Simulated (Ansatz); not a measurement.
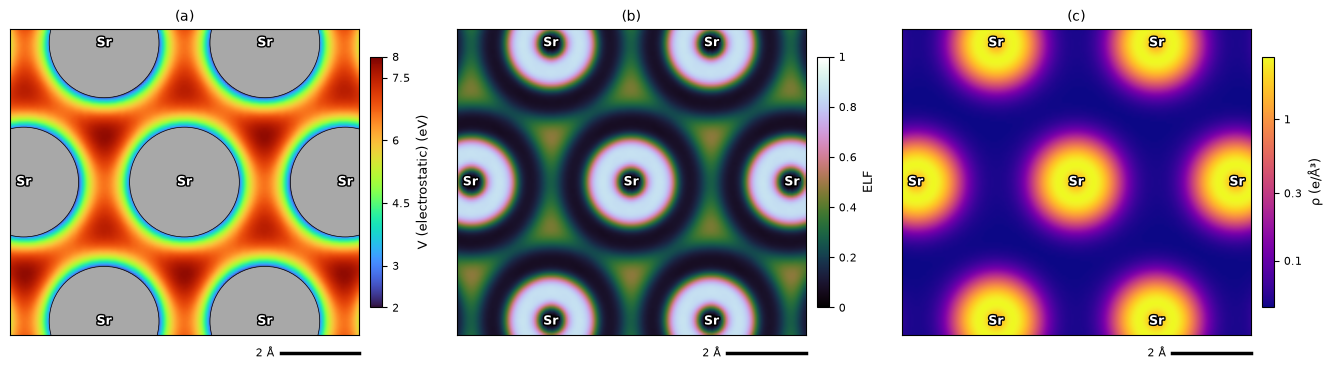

Figure. Sr. (a) electrostatic potential (local pseudopotential plus Hartree) felt by an electron; (b) electron localisation function; (c) valence electron density on the (001) plane of the conventional cell. Grey discs cover the atomic cores in the potential map.

Space group P-1; not relaxed (largest force 0.5 eV/Å).

Method: Ansatz 0.2.0, DFT LDA, scalar-relativistic, plane waves, PAW.

Core electrons are frozen (PAW), and the valence fields are smoothed inside the atomic spheres.

Question: What do the fields say about this system?

Answer:
- Atoms in the plane: Sr.
- Between the atoms the lowest density in this plane is 0.05 e/Å³.
- The features right at Sr lie inside the PAW spheres, where the map follows smoothed inner orbitals and isn't to be read closely.
- Outside the cores the potential energy rises away from the atoms and is highest about 2.3 Å from the nearest atoms; its zero is arbitrary.

Question: Metal or insulator at this level of theory?

Answer: It is metallic or semimetallic at this level of theory: no gap opens.
